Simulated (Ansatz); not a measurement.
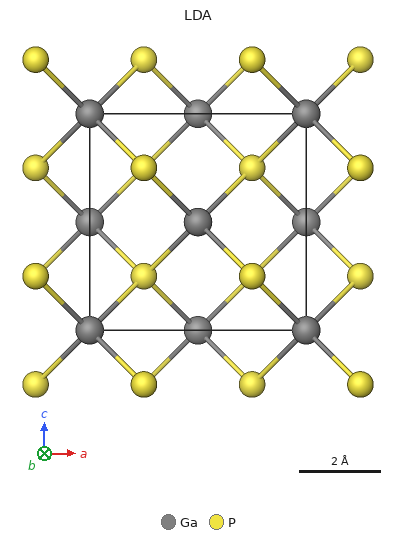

A crystal of GaP (set up in F-43m), relaxed (cell and atoms) with several functionals. The picture shows the result with LDA. A ball-and-stick model of the conventional cell (4 times the calculation's cell), seen along the b axis. Lengths and directions refer to the drawn axes.

Computed with Ansatz 0.2.0: Ansatz PAW. Set-up: plane-wave cutoff 500 eV; k-point mesh 8 × 8 × 8; occupations fermi-dirac; smearing width 0.05 eV; no spin polarisation; cell and atoms relaxed; force threshold 0.01 eV/Å.

| functional | volume (Å³/atom) | a (Å) |
| --- | --- | --- |
| LDA | 19.588 | 5.391 |
| PBEsol | 20.106 | 5.438 |
| PBE | 20.854 | 5.505 |
| r2SCAN | ? | ? |

**Fill in the missing row.**

With r2SCAN the volume falls between PBEsol (20.106) and PBE (20.854). The calculation gives 20.240 Å³/atom (a = 5.450 Å). In order of volume: LDA < PBEsol < r2SCAN < PBE; the spread is 6.5 %.

Each member starts from this one structure; whether another phase lies lower wasn't checked.
